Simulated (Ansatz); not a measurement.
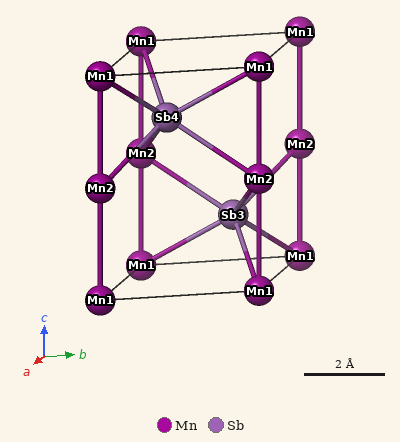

The input geometry (ball-and-stick view of the cell of the calculation, seen slightly off an axis; atoms are numbered from 1 in the order of the input). Near neighbours in the crystal (not all of them lie inside the picture): Mn has 2 Mn at 2.89 Å and 6 Sb at 2.80 Å; Sb has 6 Mn at 2.80 Å.

Single-point calculation of MnSb

- system: MnSb (P6₃/mmc, 4 atoms in the cell)
- method: DFT, PBEsol, all-electron LAPW, scalar-relativistic, spin-polarised (Ansatz 0.2.0)

The structure derives from an entry of the Crystallography Open Database. It belongs to a series of runs on one base structure; here: field of 1000 T on the spins, LAPW. Figures and captions count atoms from 1; the log counts them from 0 in places.

Input file
```yaml
crystal:
  lattice:
    - [4.15, 0.0, 0.0]
    - [-2.075, 3.5940054257, 0.0]
    - [0.0, 0.0, 5.78]
  atoms:
    - { symbol: Mn, position: [0.0, 0.0, 0.0], spin: 3.4 }
    - { symbol: Mn, position: [0.0, 0.0, 0.5], spin: 3.4 }
    - { symbol: Sb, position: [0.3333333333, 0.6666666667, 0.25] }
    - { symbol: Sb, position: [0.6666666667, 0.3333333333, 0.75] }
magnetization:
  spin_polarized: true
  magnetic_field: 1000
kpoints:
  mp_grid: { grid: [9, 9, 6] }
scf:
  occupations: { method: fermi_dirac, width: 0.1 }
  convergence: { dr2_threshold: 1.0e-10 }
  lower_state_search: "off"
hamiltonian:
  xc: pbesol
  pseudopotentials: { kind: all_electron, lapw: { basis_error: 0.001 } }
output:
  forces: true
  stress: true
  eigenvalues: false
```

Machine: 2 threads of Intel Xeon (Sapphire Rapids), 16 GiB of memory available, shared host.

Launch command:
```bash
ansatz run input.yaml --threads 2 --pin off --max-ram 6144MiB --backend cpu --events-out ev --progress --plain --runs-dir out
```

What the program printed
```
settings of this run that can trade accuracy for cost: output.eigenvalues: false. Do not mix this run's numbers with those of runs without the same settings; the input reference describes each key
LAPW: plane waves up to 7.958 Å⁻¹, error target 1.0e-3 eV per atom; small_component_spin mean_spin; Mn in spheres of 1.370 Å, 15 of its electrons in bands, Dirac shells []; Sb in spheres of 1.428 Å, 23 of its electrons in bands, Dirac shells [] (how accurate: hamiltonian.pseudopotentials.lapw.basis_error, Limitations)
Engine: ansatz 0.2.0, x86_64-unknown-linux-gnu
Pseudopotentials: kind: all_electron
Pseudopotential: Mn, LAPW, valence charge 15, lapw/all_electron/scalar/gaussian/Mn, Koelling and Harmon's equation, gaussian nucleus
Pseudopotential: Sb, LAPW, valence charge 23, lapw/all_electron/scalar/gaussian/Sb, Koelling and Harmon's equation, gaussian nucleus
Functional definition: PBEsol
  exchange = pbesol_x
  correlation = pbesol_c
Crystal: 4 atoms, lattice volume = 86.209 Å³
Basis set: ecut = 241.28453800363042 eV, 723 PW (Γ), exchange–correlation at level 2
Bands: 50, of which v1, the nominal top of the filled ones, is band 38 counted from 1 (37 counted from 0)
Symmetry: 24 space group operations
Space group: P63/mmc (ITA 194), of the structure as read, at distance tolerance 4.4e-5 Å
Magnetic group: BNS 194.263 (UNI 1493), of the structure as read, at distance tolerance 4.4e-5 Å
k-points: 48 of 486
Non-local potential: Mn, projectors of the file, none
Non-local potential: Sb, projectors of the file, none
Initial density: superposition of atomic densities (chi_scale 0.1, normalization cell)
Starting moments: Σ|m| = 6.8 μB on 2 of 4 sites
Magnetic field: 1000 T along the axis of the moments, on the spin alone (57.8838 meV per μB along it)
Initial wavefunctions: plane waves of lowest kinetic energy (no species holds an atomic orbital)
Functional: x = pbesol(κ = 0.804, μ = 0.12345679012345678), c = pbesol(β = 0.046)
iter 1 solved again at ethr=3.55e-3 eV; its pass at ethr=1.00e-1 eV (dr2=2.70e0 eV) is discarded
SCF iter   1: F=—  HF=-415580.630913 eV  |F-HF|=—  |Δ(HF+E_count)|=         —  Δρ=1.89e-2 (↑1.81e-2 ↓1.89e-2)  dr2=2.70e0  dr2_m=2.45e-2  M=6.117 μB ∫|m|=6.720 μB  β_m=0.30  ethr=3.55e-3  ⟨swp⟩=2.0  Hψ=31691  notcnv=0
preconditioner: auto → Kerker (q_TF=auto, 2.672 Å⁻¹)  [metal: Δε(μ)=0.016 eV  Ē_g=7.768 eV  σ=0.100 eV  W_gap=0.04  n_scr=22 (ndim 8)  ℏωp=19.6 eV  f_vac=0.000  D(μ)=3.18/eV (n_scr^D=22)]
spin=Collinear: Kerker preconditioning applied to the charge; magnetization (m = ρ↑ − ρ↓) channel mixes plain (no charge-response kernel on spin).
iter 2 solved again at ethr=3.17e-4 eV; its pass at ethr=3.55e-3 eV (dr2=2.41e-1 eV) is discarded
SCF iter   2: F=—  HF=-415580.229931 eV  |F-HF|=—  |Δ(HF+E_count)|=   4.01e-1  Δρ=1.28e-2 (↑6.61e-3 ↓1.28e-2)  dr2=2.41e-1  dr2_m=2.31e-2  M=6.689 μB ∫|m|=7.249 μB  β_m=1.00  ethr=3.17e-4  ⟨swp⟩=2.0  Hψ=24150  notcnv=0
SCF iter   3: F=—  HF=-415579.942223 eV  |F-HF|=—  |Δ(HF+E_count)|=   2.88e-1  Δρ=7.13e-3 (↑6.89e-3 ↓7.13e-3)  dr2=3.57e-1  dr2_m=1.17e-3  M=6.611 μB ∫|m|=7.330 μB  β_m=1.00  ethr=3.17e-4  ⟨swp⟩=2.6  Hψ=14702  notcnv=0
SCF iter   4: F=—  HF=-415579.870780 eV  |F-HF|=—  |Δ(HF+E_count)|=         —  Δρ=3.98e-3 (↑3.98e-3 ↓3.01e-3)  dr2=8.74e-2  dr2_m=1.30e-3  M=6.706 μB ∫|m|=7.453 μB  β_m=1.00  ethr=3.17e-4  ⟨swp⟩=2.0  Hψ=13814  notcnv=0
the basis was enlarged: its passes take 1.4 MiB over the memory plan, 2 of 2 planned eigensolver slots
SCF iter   5: F=—  HF=-415579.861924 eV  |F-HF|=—  |Δ(HF+E_count)|=   8.86e-3  Δρ=2.43e-3 (↑1.79e-3 ↓2.43e-3)  dr2=1.69e-2  dr2_m=9.36e-4  M=6.811 μB ∫|m|=7.560 μB  β_m=1.00  ethr=1.15e-4  ⟨swp⟩=2.0  Hψ=13761  notcnv=0
SCF iter   6: F=—  HF=-415579.851680 eV  |F-HF|=—  |Δ(HF+E_count)|=   1.02e-2  Δρ=8.05e-4 (↑8.05e-4 ↓6.76e-4)  dr2=3.00e-3  dr2_m=2.67e-5  M=6.809 μB ∫|m|=7.576 μB  β_m=0.30  ethr=2.23e-5  ⟨swp⟩=2.0  Hψ=13620  notcnv=0
Mixer restart at iter 6: flushing history
spin-set hold released at iteration 6 (site moments contracting): the magnetisation degrees of freedom join the quasi-Newton model from the next iteration; the mixer history was flushed
SCF iter   7: F=—  HF=-415579.851449 eV  |F-HF|=—  |Δ(HF+E_count)|=   2.31e-4  Δρ=6.47e-4 (↑6.21e-4 ↓6.47e-4)  dr2=2.01e-3  dr2_m=3.09e-5  M=6.819 μB ∫|m|=7.585 μB  β_m=0.45  ethr=3.95e-6  ⟨swp⟩=2.0  Hψ=13622  notcnv=0
SCF iter   8: F=—  HF=-415579.851691 eV  |F-HF|=—  |Δ(HF+E_count)|=   2.42e-4  Δρ=5.52e-4 (↑5.52e-4 ↓4.71e-4)  dr2=1.69e-3  dr2_m=6.91e-6  M=6.811 μB ∫|m|=7.581 μB  β_m=0.53  ethr=2.65e-6  ⟨swp⟩=2.0  Hψ=13617  notcnv=0
SCF iter   9: F=—  HF=-415579.851613 eV  |F-HF|=—  |Δ(HF+E_count)|=   7.71e-5  Δρ=2.16e-4 (↑2.16e-4 ↓2.04e-4)  dr2=3.10e-4  dr2_m=3.62e-7  M=6.818 μB ∫|m|=7.589 μB  β_m=0.58  ethr=2.23e-6  ⟨swp⟩=2.0  Hψ=13619  notcnv=0
SCF iter  10: F=—  HF=-415579.851657 eV  |F-HF|=—  |Δ(HF+E_count)|=   4.32e-5  Δρ=1.24e-4 (↑1.24e-4 ↓1.20e-4)  dr2=1.14e-4  dr2_m=1.65e-8  M=6.818 μB ∫|m|=7.590 μB  β_m=0.78  ethr=4.09e-7  ⟨swp⟩=2.0  Hψ=13617  notcnv=0
SCF iter  11: F=—  HF=-415579.851668 eV  |F-HF|=—  |Δ(HF+E_count)|=   1.09e-5  Δρ=3.60e-5 (↑3.60e-5 ↓3.30e-5)  dr2=7.35e-6  dr2_m=2.89e-8  M=6.820 μB ∫|m|=7.592 μB  β_m=0.89  ethr=1.50e-7  ⟨swp⟩=2.8  Hψ=13753  notcnv=0
SCF iter  12: F=—  HF=-415579.851664 eV  |F-HF|=—  |Δ(HF+E_count)|=   3.78e-6  Δρ=5.62e-6 (↑5.34e-6 ↓5.62e-6)  dr2=1.18e-7  dr2_m=5.84e-9  M=6.820 μB ∫|m|=7.592 μB  β_m=0.94  ethr=9.68e-9  ⟨swp⟩=2.0  Hψ=13617  notcnv=0
SCF iter  13: F=—  HF=-415579.851664 eV  |F-HF|=—  |Δ(HF+E_count)|=   1.51e-8  Δρ=1.43e-6 (↑1.13e-6 ↓1.43e-6)  dr2=3.90e-9  dr2_m=5.62e-10  M=6.819 μB ∫|m|=7.592 μB  β_m=0.97  ethr=1.56e-10  ⟨swp⟩=2.1  Hψ=13622  notcnv=0
SCF iter  14: F=—  HF=-415579.851664 eV  |F-HF|=—  |Δ(HF+E_count)|=   4.31e-9  Δρ=2.88e-7 (↑2.61e-7 ↓2.88e-7)  dr2=2.49e-10  dr2_m=6.22e-12  M=6.819 μB ∫|m|=7.592 μB  β_m=0.97  ethr=5.13e-12  ⟨swp⟩=2.4  Hψ=13691  notcnv=0
SCF iter  15: F=—  HF=-415579.851664 eV  |F-HF|=—  |Δ(HF+E_count)|=  1.75e-10  Δρ=1.26e-7 (↑1.04e-7 ↓1.26e-7)  dr2=4.95e-11  dr2_m=1.01e-12  M=6.819 μB ∫|m|=7.592 μB  β_m=0.99  ethr=4.27e-12 (applied; sched 1.00e-12)  ⟨swp⟩=2.0  Hψ=13617  notcnv=0
SCF iter  16: F=-415579.851664 eV  HF=-415579.851664 eV  |F-HF|=2.33e-10  |Δ(HF+E_count)|=  1.75e-10  Δρ=4.12e-8 (↑3.15e-8 ↓4.12e-8)  dr2=8.55e-12  dr2_m=7.93e-14  M=6.819 μB ∫|m|=7.592 μB  ethr=4.27e-12 (applied; sched 1.00e-12)  ⟨swp⟩=2.0  Hψ=13617  notcnv=0
SCF 1 converged in 16 iterations: F = -415579.851664 eV  dr2 = 8.55e-12
```

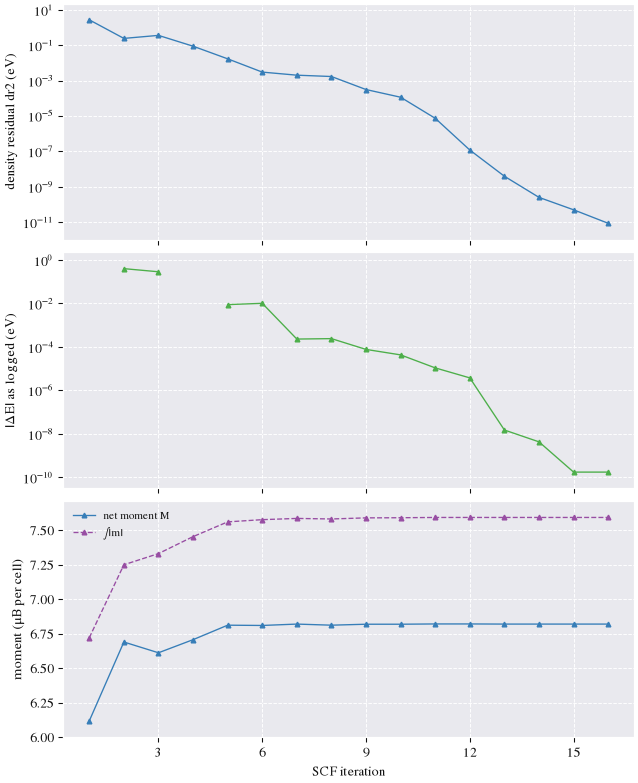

Convergence of the self-consistent field: density residual dr2, size of the energy change and magnetic moment against the SCF iteration. The residual falls almost steadily, with no more than small rises. The net moment goes from 6.1 to 6.8 μB per cell.

```
SCF converged after 16 iterations
Magnetization: 6.8194 μB (41.4097 up, 34.5903 down)
Absolute magnetization: 7.5916 μB (∫|ρ↑−ρ↓|)
Spin contamination: 0.3111 ħ² per cell (⟨S²⟩ above its minimum at these occupations)
Per-site moments (μB) at R_I (Å): [(3.5218728287583474, 1.3704456483672074), (3.5218728287583474, 1.3704456483672074), (-0.14401313051256537, 1.4275640192369832), (-0.14401313051256537, 1.4275640192369832)]
Free energy (F): -415579.851664 eV
Harris-Foulkes:  -415579.851664 eV  (|F-HF|=2.33e-10)
Internal energy: -415579.777629 eV  (E = F + TS)
E sigma→0 (E₀):  -415579.814646 eV
Entropy (-TS):   -0.074035 eV (-18.509 meV/atom)
Fermi energy:    13.847295 eV
--- Per-component energies (eV) ---
  E_band       = -2241.639662
  E_kinetic    = 435329.624123
  E_xc         = -11920.163035
  E_zeeman     = -0.394736  (= −μ_B·B·M)
  E_electrostatic = -838988.843982  (all electrons and nuclei)
  E_smearing   = -0.074035  (= −TS)
  E_closure    = 0.000000  (closes the sum)
  E_atoms      = -415550.450909  (free atoms, spherical and without spin; not in F)
  Σ components = -415579.851664   (vs F -415579.851664, Δ=0.00e0)
  Basis errors (estimates in eV, not in F): energy 3.6e-4 per atom: plane waves 3.1e-4 (1.7e-4 summed), levels above the bands 1.7e-26, relativity 1.5e-8, radial functions 4.5e-5, core shells 7.7e-9; eigenvalues (radial functions only) 1.8e-6; not estimated: angular momenta, meshes, grids; target (lapw.basis_error) 1.0e-3; muffin-tin radii Mn 1.370 Å, Sb 1.428 Å
--- Forces (eV/Å), atoms counted from 1 ---
  atom   1  Mn     0.00000000     0.00000000     0.00000000
  atom   2  Mn     0.00000000     0.00000000     0.00000000
  atom   3  Sb     0.00000000     0.00000000     0.00000000
  atom   4  Sb     0.00000000    -0.00000000     0.00000000
  max |Σ_I F_I| component: 2.31e-18 eV/Å
--- Stress (GPa, compression-positive) ---
       -6.234158       0.000000       0.000000
        0.000000      -6.234158       0.000000
        0.000000       0.000000      -7.326276
  P = ⅓ Tr σ = -6.5982 GPa (-65.982 kbar)
settings of this run that can trade accuracy for cost: output.eigenvalues: false. Do not mix this run's numbers with those of runs without the same settings; the input reference describes each key
```

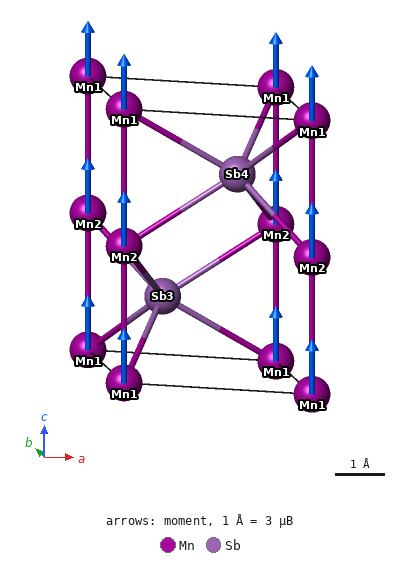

Magnetic moments of the sites as blue arrows (ball-and-stick view of the cell of the calculation, seen slightly off an axis; atoms are numbered from 1 in the order of the input); small moments hardly show. The run is collinear, so the axis drawn is arbitrary. Site moments: Mn1, Mn2 (3.52 μB); Sb3, Sb4 (−0.14 μB). They are counted near the atoms and needn't add up to the moment of the cell.

Key numbers

```csv
quantity,value
outcome,converged
space group (tolerance 0.01 Å),P6₃/mmc (194)
electrons in bands (core shells apart),76
free energy,−415579.8517 eV
Fermi energy,13.847 eV
net moment of the cell,6.82 μB
integrated absolute moment,7.59 μB
pressure,−6.60 GPa
largest force (length of the vector),under 0.001 eV/Å
wall time,42 s (CPU time 81 s)
peak memory,0.87 GiB
```

Remarks

The cell is under a tension of 6.6 GPa at this level, so it is not at its equilibrium volume.
